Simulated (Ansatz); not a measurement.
**BP (slab): density, localisation and related maps**

Input file:

```
crystal:
  lattice:
    - [3.1962448201, 0.0, 0.0]
    - [0.0, 3.1962448201, 0.0]
    - [0.0, 0.0, 25.1703887398]
  atoms:
    - { symbol: P, position: [0.0, 0.5, 0.2979691763] }
    - { symbol: B, position: [0.5, 0.5, 0.3428649149] }
    - { symbol: P, position: [0.5, 0.0, 0.3877606535] }
    - { symbol: B, position: [0.0, 0.0, 0.4326563921] }
    - { symbol: P, position: [0.0, 0.5, 0.4775521307] }
    - { symbol: B, position: [0.5, 0.5, 0.5224478693] }
    - { symbol: P, position: [0.5, 0.0, 0.5673436079] }
    - { symbol: B, position: [0.0, 0.0, 0.6122393465] }
    - { symbol: P, position: [0.0, 0.5, 0.6571350851] }
    - { symbol: B, position: [0.5, 0.5, 0.7020308237] }
basis:
  ecutwfc: 420
kpoints:
  mp_grid: { grid: [8, 8, 1] }
hamiltonian:
  xc: pbesol
scf:
  occupations: { method: gaussian, width: 0.05 }
output:
  forces: true
  eigenvalues: true
  write_density: true
  write_potential: true
  elf: true
  volumetric_format: npy
relax:
  adjacent_minimum: "off"
  f_tol: 0.02
  max_steps: 60
efield:
  axis: 3
  dipole_correction: true
  ramp_width: 0.04
```

Command:

```sh
ansatz run input.yaml --threads 1 --pin off --max-ram 2560MiB --backend cpu --events-out ev --progress --plain --runs-dir out
```

The fields are those of the relaxed geometry.

Computed with DFT PBEsol, scalar-relativistic, plane waves, PAW (Ansatz).

The density is the valence pseudo-density of a PAW calculation; it isn't the true density close to the nuclei.

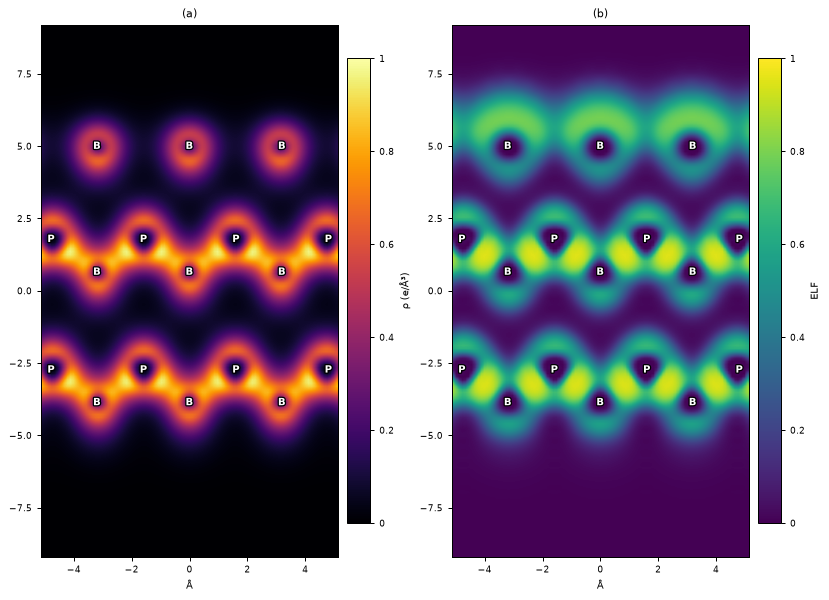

Figure 1. (a) valence electron density; (b) ELF on the (100) plane of the calculation cell, a cut from vacuum to vacuum.

Read the bonding off the picture.

Answer. The section cuts through B and P sites.
B–P (1.96 Å): the density is about 0.88 e/Å³ at the midpoint; the ELF peaks at about 0.95 between the atoms.
The density dies away to nearly zero in the vacuum.

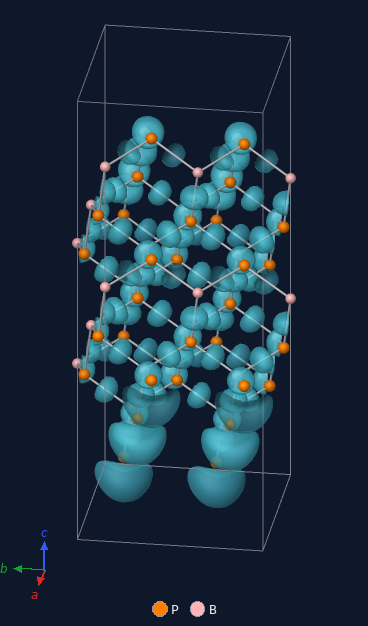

Figure 2. Isosurface of the electron localisation function at 0.85 (cyan), seen at an oblique angle. Core shells and regions of very low density are left out. Sticks mark near contacts.

Describe the localisation domains.

Answer. At this value the surface marks out 18 regions between bonded B–P atoms and one lobe on P, pointing away from the bonds (lone pairs), counted in one cell of 10 atoms. Counts are for one cell; the picture repeats the cell along the surface. Along the contacts the grid gives the following. B–P (1.85 Å): the ELF peaks at about 0.95 between the atoms. B–P (1.95 Å): the ELF peaks at about 0.95 between the atoms.

Metal or insulator at this level of theory?

Answer. It is metallic or semimetallic at this level of theory: no gap opens.
